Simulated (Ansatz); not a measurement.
Input

```
crystal:
  lattice:
    - [4.7742025077, 2.756387103, -5.1851997656]
    - [0.0, -5.512774206, -5.1851997656]
    - [-4.7742025077, 2.756387103, -5.1851997656]
  atoms:
    - { symbol: Ga, position: [0.0499697438, 0.3855920665, 0.0526625138], spin: 0.25 }
    - { symbol: Ga, position: [0.0558306322, 0.0558306322, 0.3891639655] }
    - { symbol: Ga, position: [0.3891639655, 0.3891639655, 0.7224972988] }
    - { symbol: Ga, position: [0.7224972988, 0.3891639655, 0.3891639655] }
    - { symbol: Ga, position: [0.3891639655, 0.0558306322, 0.0558306322] }
    - { symbol: Ga, position: [0.0558306322, 0.7224972988, 0.7224972988] }
    - { symbol: Ga, position: [0.3891639655, 0.7224972988, 0.3891639655] }
    - { symbol: Ga, position: [0.7224972988, 0.0558306322, 0.7224972988] }
    - { symbol: Ga, position: [0.7224972988, 0.7224972988, 0.0558306322] }
    - { symbol: Ga, position: [0.7748702112, 0.1124177977, 0.1092793943], spin: 0.25 }
    - { symbol: Ga, position: [0.7780528544, 0.7780528544, 0.4447195211] }
    - { symbol: Ga, position: [0.114485922, 0.1094559588, 0.7803388966], spin: 0.25 }
    - { symbol: Ga, position: [0.4447195211, 0.1113861877, 0.4447195211] }
    - { symbol: Ga, position: [0.1113861877, 0.7780528544, 0.1113861877] }
    - { symbol: Ga, position: [0.7757944796, 0.4456835501, 0.7755187468], spin: 0.25 }
    - { symbol: Ga, position: [0.1113861877, 0.4447195211, 0.4447195211] }
    - { symbol: Ga, position: [0.4447195211, 0.7780528544, 0.7780528544] }
    - { symbol: Ga, position: [0.4447195211, 0.4447195211, 0.1113861877] }
    - { symbol: "N", position: [0.9302804789, 0.9302804789, 0.2636138123] }
    - { symbol: "N", position: [0.2636138123, 0.2636138123, 0.5969471456] }
    - { symbol: "N", position: [0.5969471456, 0.2636138123, 0.2636138123] }
    - { symbol: "N", position: [0.2636138123, 0.9302804789, 0.9302804789] }
    - { symbol: "N", position: [0.9302804789, 0.5969471456, 0.5969471456] }
    - { symbol: "N", position: [0.2636138123, 0.5969471456, 0.2636138123] }
    - { symbol: "N", position: [0.5969471456, 0.9302804789, 0.5969471456] }
    - { symbol: "N", position: [0.5969471456, 0.5969471456, 0.9302804789] }
    - { symbol: "N", position: [0.9858360345, 0.3191693678, 0.3191693678] }
    - { symbol: "N", position: [0.9858360345, 0.9858360345, 0.6525027012] }
    - { symbol: "N", position: [0.3191693678, 0.3191693678, 0.9858360345] }
    - { symbol: "N", position: [0.6525027012, 0.3191693678, 0.6525027012] }
    - { symbol: "N", position: [0.3191693678, 0.9858360345, 0.3191693678] }
    - { symbol: "N", position: [0.9858360345, 0.6525027012, 0.9858360345] }
    - { symbol: "N", position: [0.3191693678, 0.6525027012, 0.6525027012] }
    - { symbol: "N", position: [0.6525027012, 0.9858360345, 0.9858360345] }
    - { symbol: "N", position: [0.6525027012, 0.6525027012, 0.3191693678] }
  host:
    lattice:
      - [3.1828016718, 0.0, 0.0]
      - [-1.5914008359, 2.756387103, 0.0]
      - [0.0, 0.0, 5.1851997656]
    atoms:
      - { symbol: Ga, position: [0.6666666667, 0.3333333333, 0.4991747701] }
      - { symbol: Ga, position: [0.3333333333, 0.6666666667, 0.9991747701] }
      - { symbol: "N", position: [0.6666666667, 0.3333333333, 0.8758252299] }
      - { symbol: "N", position: [0.3333333333, 0.6666666667, 0.3758252299] }
basis:
  ecutwfc: 420
  xc_grid: 2
kpoints:
  mp_grid: { grid: [2, 2, 2], shift: [0.5, 0.5, 0.5] }
hamiltonian:
  xc: pbesol
scf:
  occupations: { method: gaussian, width: 0.02 }
  lower_state_search: "off"
output:
  forces: true
  stress: false
  eigenvalues: true
  populations: true
  charged_corrections:
    defect_position: [0.93028048, 0.26361381, 0.93028048]
    epsilon: [[10.0979, 0.0, 0.0], [0.0, 10.0979, 0.0], [0.0, 0.0, 11.201]]
  write_density: true
  write_potential: true
  elf: true
  volumetric_format: npy
magnetization:
  spin_polarized: true
relax:
  adjacent_minimum: "off"
  f_tol: 0.03
  max_steps: 40
```

Launched as:

```sh
ansatz run input.yaml --threads 8 --pin off --max-ram 16384MiB --backend cpu --events-out ev --progress --plain --runs-dir out
```

The fields are those of the run's last geometry, not of the input's.

Spin-polarised.

The calculation used DFT PBEsol, scalar-relativistic, plane waves, PAW (Ansatz 0.2.0).

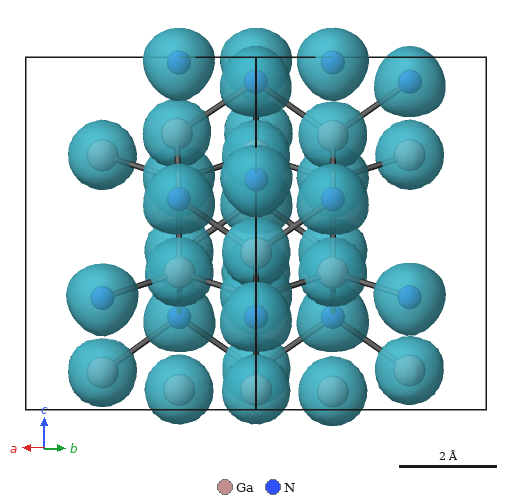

Ga₁₈N₁₇ (cell with a defect). Isosurface of the valence charge density (pseudo) at 1 e/Å³ (cyan), seen along [110]. Sticks mark near contacts.

Core electrons are frozen (PAW), and the valence fields are smoothed inside the atomic spheres.

How is the density connected at this value?

Answer. At this value the density breaks into separate islands; it holds about 70 % of the electrons treated as valence (semicore included). It bridges none of the near contacts. It is pinched off along the sampled Ga–N (1.94 Å) contacts. On the grid the lowest density along these lines, outside the cores, is 0.74 e/Å³ (Ga–N, 1.94 Å).
